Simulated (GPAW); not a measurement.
SiC (F-43m): refractive index against wavelength

The refractive index of SiC (F-43m) below the direct gap (4.54 eV on the mesh) is read from one computed spectrum, n = √(Re ε).

Cell: a, b, c = 3.082, 3.082, 3.082 Å (primitive vectors), 2 atoms.

Method: GPAW 26.7.0, PBE, RPA, k-mesh 14×14×14, local fields up to 60 eV, Lorentzian half width 0.2 eV.

Launch of the response step: `OMP_NUM_THREADS=1 python df.py`. The run took 20 s, its band step included, on 1 thread of Arm Neoverse V1 (shared host).

```
wavelength (nm)  photon energy E (eV)       n
           1064                 1.165  2.6203
            850                 1.459  2.6371
            700                 1.771  2.6600
            633                 1.959  2.6764
            532                 2.331  2.7158
            450                 2.755  2.7738
            405                 3.061       ?
```

In the single-oscillator model n² − 1 = E₀E_d/(E₀² − E²), so 1/(n² − 1) = E₀/E_d − E²/(E₀E_d) is linear in E².

Working, on the rows shown:

| x = E² (eV²) | y = 1/(n² − 1) |
| --- | --- |
| 1.35784 | 0.170475 |
| 2.12762 | 0.167946 |
| 3.13716 | 0.164593 |
| 3.83641 | 0.162256 |
| 5.43137 | 0.156849 |
| 7.59115 | 0.149388 |

Means: x̄ = 3.9136, ȳ = 0.16192. Σ(x − x̄)(y − ȳ) = -0.08851, Σ(x − x̄)² = 26.16. Slope = -0.08851 / 26.16 = -0.003384; intercept = ȳ − slope · x̄ = 0.17516. Turned back into n, the line misses the rows shown by at most 0.00069.

Task: What does the fit predict for the withheld row, and how well does it do?

Result: At x = 9.3718 the line gives y = 0.14345, that is 2.8233. The run gave 2.8267, so the extrapolation is off by 0.0034, 1.6 % of the range in the table.

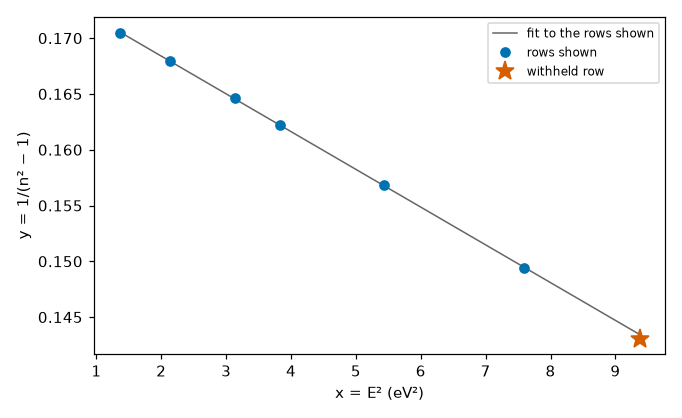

Refitted with all rows, the slope is -0.003419 and the intercept 0.17527. These give E₀ = √(intercept/−slope) = 7.16 eV and E_d = E₀/intercept = 40.8 eV; E₀ is 1.6 times the direct gap. The electronic limit at long wavelengths, without lattice vibrations, is n = √(1 + 1/intercept) = 2.589. Excitons are left out; PBE gaps are as a rule too small. The values come from a sum over the points of one k-mesh and carry its error, which grows as the direct gap shrinks. The local-field cutoff holds few shells of reciprocal vectors for this small cell, so ε∞ can read a few per cent high.

[Logs are printed without paths, hosts, clocks, repeated set-up lines and the standing remarks that a program may print on its own settings, such as how far it seeks lower states.]
